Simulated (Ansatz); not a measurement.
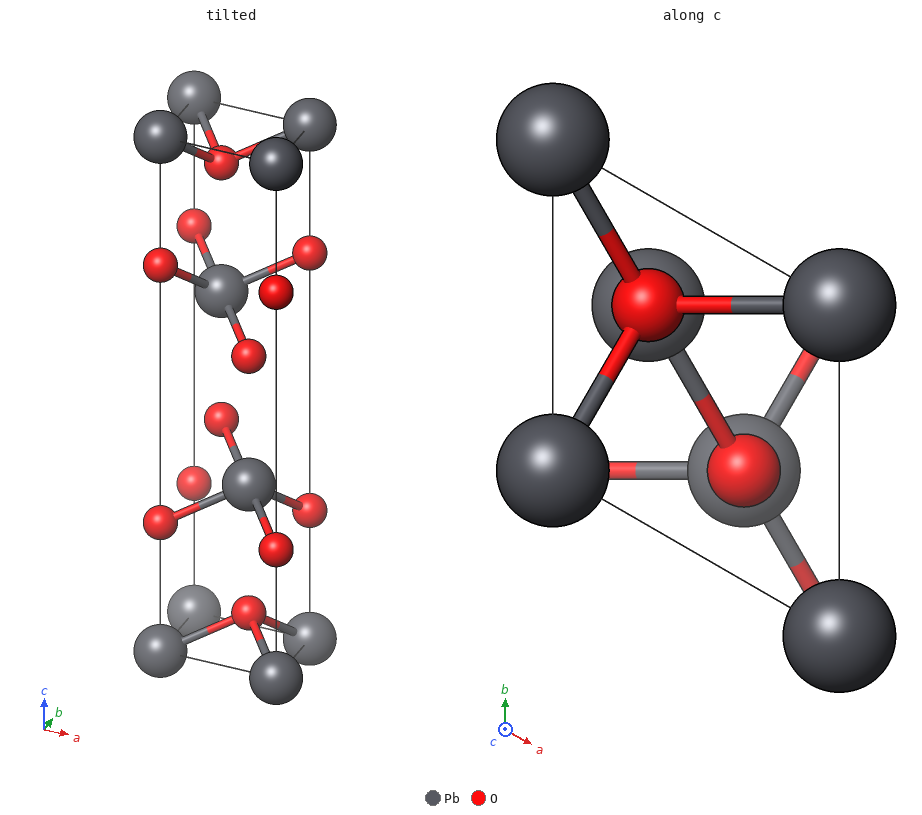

The image is a ball-and-stick drawing of a crystal, viewed slightly off an axis and along the c axis. Thin lines show the conventional unit cell, with boundary atoms drawn in all their periodic places. Cell: a = 3.48 Å, b = 3.48 Å, c = 11.82 Å, α = 90.00°, β = 90.00°, γ = 120.00°.

The structure comes from a structure type filled with these elements by a generator (whether the compound takes this form wasn't checked). Earlier steps of the study may have refined or changed the cell and positions. A calculation with Ansatz used it as input.

Characterise what is shown.

Answer. It has the composition PbO$_{2}$. The atoms follow space group R-3m (No. 166); the Bravais lattice is rhombohedral (trigonal R). In the cell are 3 Pb, 6 O, which makes 3 formula units. Pb is coordinated by six O in a distorted octahedral arrangement at about 2.2 Å. O is coordinated by three Pb in a trigonal pyramidal arrangement at about 2.2 Å. The bonds build PbO2 layers parallel to (001).

Results below were computed with DFT PBE+D3(BJ), scalar-relativistic, plane waves, PAW (Ansatz); the settings were an energy cutoff of 420 eV, k-points about 0.12 Å⁻¹ apart, Gaussian smearing of 0.1 eV, no spin polarisation.

Does it come out as a metal, or with a gap?

Answer. A metal: bands cross the Fermi level.

What are the atomic charges by Bader's partition?

Answer. Pb +1.98 e; O -0.99 e.

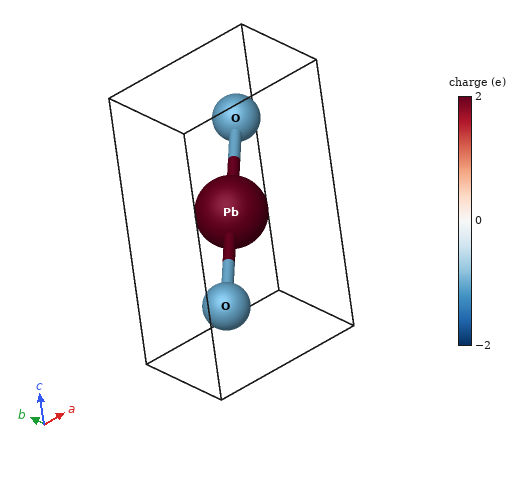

The atoms coloured by those charges. The run's cell of 3 atoms is drawn in a reduced setting, so axes and origin can differ from the first picture.

Can this geometry be taken as optimised?

Answer. Yes. All forces vanish to within 0.01 eV/Å. The pressure is 0.0 GPa, close to zero.
